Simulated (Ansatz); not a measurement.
SiNi: several calculations on one system

**1. Relaxation**

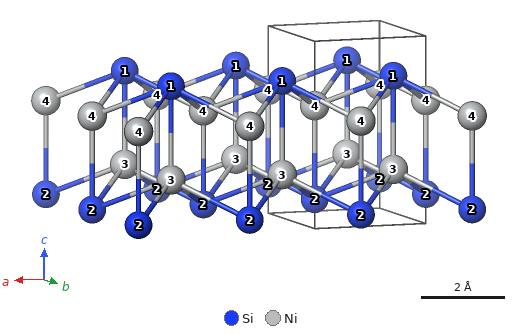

Starting structure of solid SiNi (set up in Pmmn). The picture is a ball-and-stick view of the cell of the calculation, repeated 3 × 2 × 1 with one cell outlined, seen from a free direction.

Case: relaxed at 12 GPa.

Theory: DFT PBEsol, scalar-relativistic, plane waves, PAW in Ansatz 0.2.0.

Input
```yaml
crystal:
  lattice:
    - [2.8888277352, 0.0, 0.0]
    - [0.0, 3.2048010489, 0.0]
    - [0.0, 0.0, 4.5951409809]
  atoms:
    - { symbol: Si, position: [0.5, 0.5, 0.8428433657] }
    - { symbol: Si, position: [0.0, 0.0, 0.1571566343] }
    - { symbol: Ni, position: [0.5, 0.5, 0.3437489125] }
    - { symbol: Ni, position: [0.0, 0.0, 0.6562510875] }
basis:
  ecutwfc: 420
kpoints:
  mp_grid: { grid: [14, 12, 10] }
hamiltonian:
  xc: pbesol
scf:
  occupations: { method: gaussian, width: 0.1 }
output:
  forces: true
  stress: true
  eigenvalues: true
  write_density: true
  write_potential: true
  elf: true
  volumetric_format: npy
relax:
  adjacent_minimum: "off"
  f_tol: 0.008
  max_steps: 50
  cell: { stress_tol: 0.08, p_target: 12.0 }
```

Launched with:
```bash
ansatz run input.yaml --threads 1 --pin off --max-ram 2560MiB --backend cpu --events-out ev --progress --plain --runs-dir out
```

Where does the relaxation end?

Answer. After 7 accepted moves (9 points after the start) the energy has fallen by 3.8 meV per atom. With the target pressure of 12 GPa, the enthalpy E + pV changes by −2.7 meV per atom. Largest force component: 0.12 eV/Å at the start, 0.00025 eV/Å at the end. The pressure goes from 13.68 to 12.00 GPa. The SCF was repeated twice at an unchanged geometry on a basis and grid sized afresh for the cell, which shifted the energy by less than 0.05 meV per atom at most. The largest moves relative to the cell, 0.004 Å, are those of Ni3 and Ni4. Ni3 goes along +c. By element the largest moves are Ni 0.004 Å, Si 0.003 Å. Cell: a 2.889 → 2.815 Å (−2.6 %), b 3.205 → 3.270 Å (+2.0 %), c 4.595 → 4.628 Å (+0.7 %). Volume +0.1 %. Among the contacts that change: Si1–Ni3 2.302 → 2.320 Å, Si1–Ni3 (another image) 2.293 → 2.308 Å, Si1–Ni4 2.321 → 2.327 Å. Bond angles that change, for instance: Si2–Ni3–Si2 77.0° → 74.5°, Ni4–Si1–Ni4 77.0° → 74.5°, Ni4–Si1–Ni4 87.3° → 89.3°. The space group stays Pmmn (No. 59).

The end point in the same view:

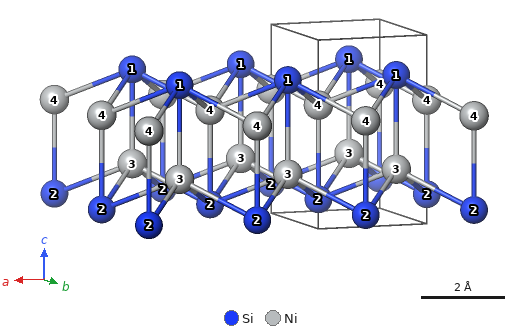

Limits of the set-up: an element that often carries a moment was run without spin polarisation.

**2. Relaxation**

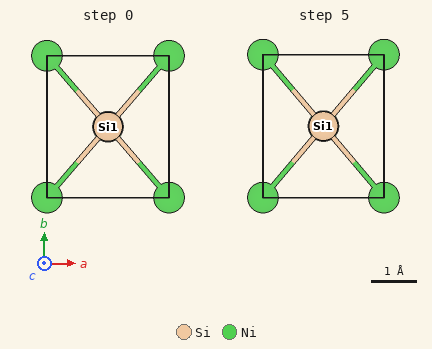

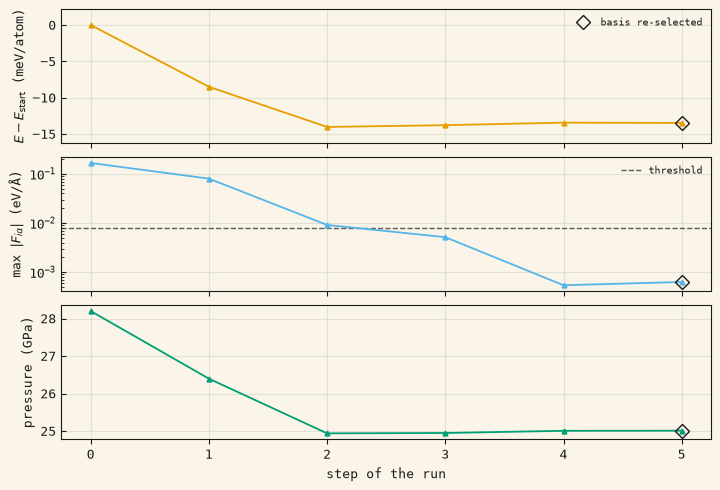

First and last geometry of a relaxation of solid SiNi (set up in Pmmn), with the history of the run. The picture is a ball-and-stick view of the cell of the calculation, seen along the c axis.

Case: relaxed at 25 GPa.

Method: DFT PBEsol, scalar-relativistic, plane waves, PAW (Ansatz).

Input file:
```yaml
crystal:
  lattice:
    - [2.7630885354, 0.0, 0.0]
    - [0.0, 3.2098224916, 0.0]
    - [0.0, 0.0, 4.5425485702]
  atoms:
    - { symbol: Si, position: [0.5, 0.5, 0.8434081271] }
    - { symbol: Si, position: [0.0, 0.0, 0.1565918729] }
    - { symbol: Ni, position: [0.5, 0.5, 0.3447117868] }
    - { symbol: Ni, position: [0.0, 0.0, 0.6552882132] }
basis:
  ecutwfc: 420
kpoints:
  mp_grid: { grid: [14, 12, 10] }
hamiltonian:
  xc: pbesol
scf:
  occupations: { method: gaussian, width: 0.1 }
output:
  forces: true
  stress: true
  eigenvalues: true
relax:
  adjacent_minimum: "off"
  f_tol: 0.008
  max_steps: 50
  cell: { stress_tol: 0.08, p_target: 25.0 }
```

Command:
```bash
ansatz run input.yaml --threads 1 --pin off --max-ram 2560MiB --backend cpu --events-out ev --progress --plain --runs-dir out
```

What do the curves and the structures tell?

Answer. It converged. The energy falls by 13.5 meV per atom in 4 accepted moves (5 points after the start). With the target pressure of 25 GPa, the enthalpy E + pV changes by −2.3 meV per atom. Largest force component: 0.17 eV/Å at the start, 0.00063 eV/Å at the end. The pressure goes from 28.20 to 25.01 GPa. The SCF was repeated once at an unchanged geometry on a basis and grid sized afresh for the cell, which shifted the energy by less than 0.05 meV per atom at most. The largest moves relative to the cell, 0.007 Å, are those of Ni3 and Ni4. Ni4 goes along −c. Largest moves by element: Ni 0.007 Å, Si 0.006 Å. The volume changes by +0.7 %, with a 2.763 → 2.739 Å (−0.9 %), b 3.210 → 3.237 Å (+0.9 %), c 4.543 → 4.575 Å (+0.7 %). Near-neighbour distances that change, for instance: Si1–Ni3 2.277 → 2.295 Å, Si1–Ni3 (another image) 2.265 → 2.281 Å. The space group stays Pmmn (No. 59). Cost: 2.3 min on 1 thread of Arm Neoverse V1 (shared host), peak memory 0.56 GiB.

Limits of the set-up: an element that often carries a moment was run without spin polarisation.

**3. A change**

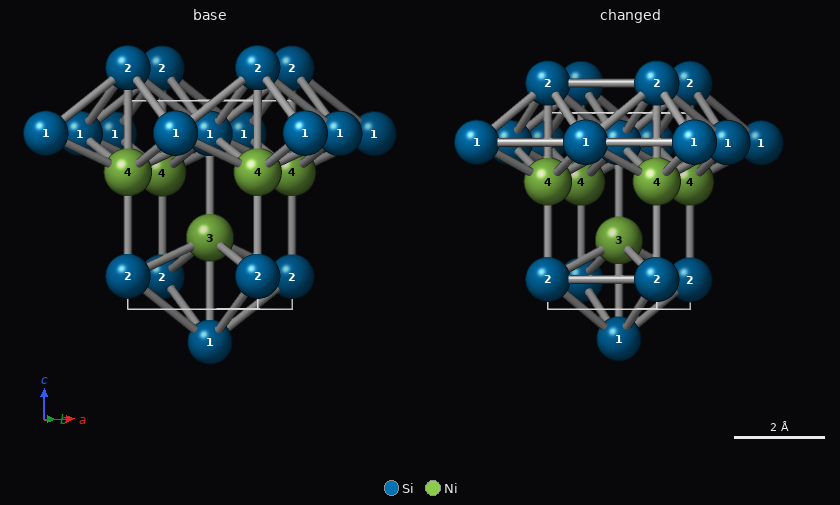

Left: crystalline SiNi (set up in Pmmn). Right: the same structure after one change, at the same scale. The picture is a ball-and-stick view of the cell of the calculation, seen from a free direction.

The calculation used Ansatz, DFT PBEsol, scalar-relativistic, plane waves, PAW. Set-up: plane-wave cutoff 420 eV; occupations gaussian; smearing width 0.1 eV; no spin polarisation. The k-mesh is chosen for each cell (14×12×10, 16×14×10).

The crystal is put under a hydrostatic pressure of 90 GPa. Cell and atoms are relaxed at that pressure.

**What does the change do?**

The drawn cell changes as follows: a 2.995 → 2.512 Å (−16.1 %), b 3.235 → 3.133 Å (−3.2 %), c 4.672 → 4.399 Å (−5.9 %); the volume changes by −23.5 %. The largest moves relative to the cell, 0.031 Å, are those of Ni3 and Ni4. Ni3 goes along +c. By element the largest moves are Ni 0.031 Å, Si 0.028 Å. Near-neighbour distances before and after: Si–Si 2.995 → 2.512 Å, Si–Si 2.650 → 2.408 Å, Ni–Si 2.369 → 2.191 Å, Ni–Si 2.336 → 2.192 to 2.206 Å. The space group stays Pmmn (No. 59). The energy rises by 576 meV per atom. (The two runs use different k-meshes.) The pressure goes from 0.0 to 90.0 GPa.

Limits of the set-up: an element that often carries a moment was run without spin polarisation.

**4. Scan**

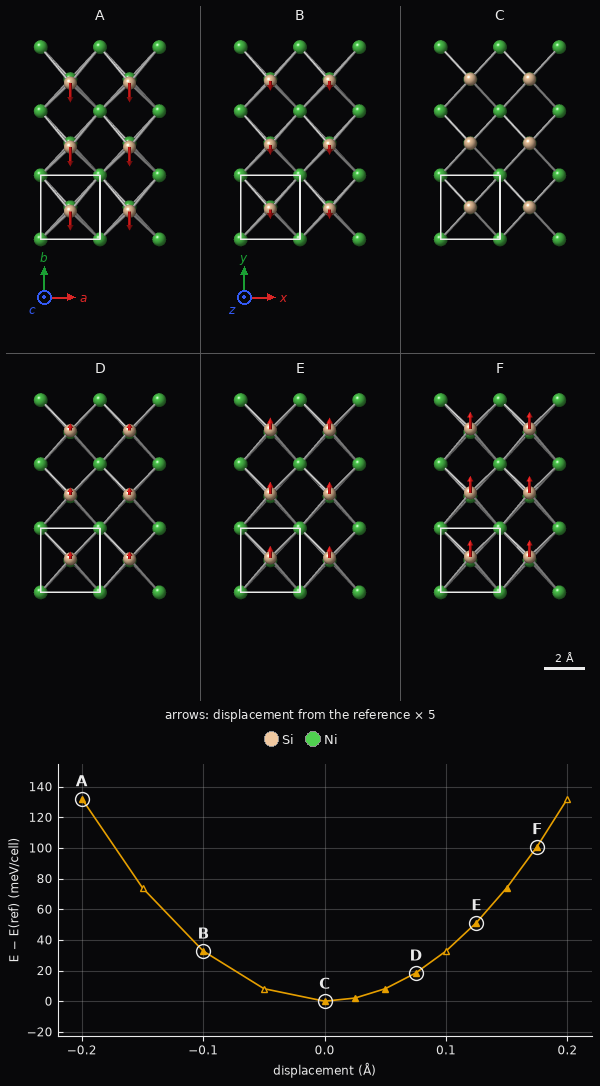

Energy scan for solid SiNi (Pmmn), in which a Si atom (one in each cell of 4 atoms) is moved along Cartesian [0 1 0], all else fixed. The lettered frames are marked on the plot. Hollow markers are points alike by symmetry, not computed again. Style: ball-and-stick. Shown: the cell of the calculation, repeated 2 × 3 × 1 with one cell outlined, along the c axis. Red arrows: displacements from the reference.

The calculation used DFT PBEsol, scalar-relativistic, plane waves, PAW (Ansatz 0.2.0). (plane-wave cutoff 420 eV; k-point mesh 16 × 14 × 10; occupations gaussian; smearing width 0.15 eV; no spin polarisation). Energies (free energies at the smearing named) are counted from the cell as listed in its source, which wasn't relaxed.

**Describe the profile.**

The lowest computed point lies at the displacement 0.00 Å (0.0 meV/cell). The end points stand at 132.2 meV/cell (−0.20 Å) and 132.2 meV/cell (0.20 Å). The curvature at zero is about 6.5 eV/Å². The well is symmetric. At the highest point the shortest interatomic distance is 2.26 Å, against 2.34 Å in the reference. The distortion takes the space group from Pmmn to Pm.

Limits of the set-up: an element that often carries a moment was run without spin polarisation.
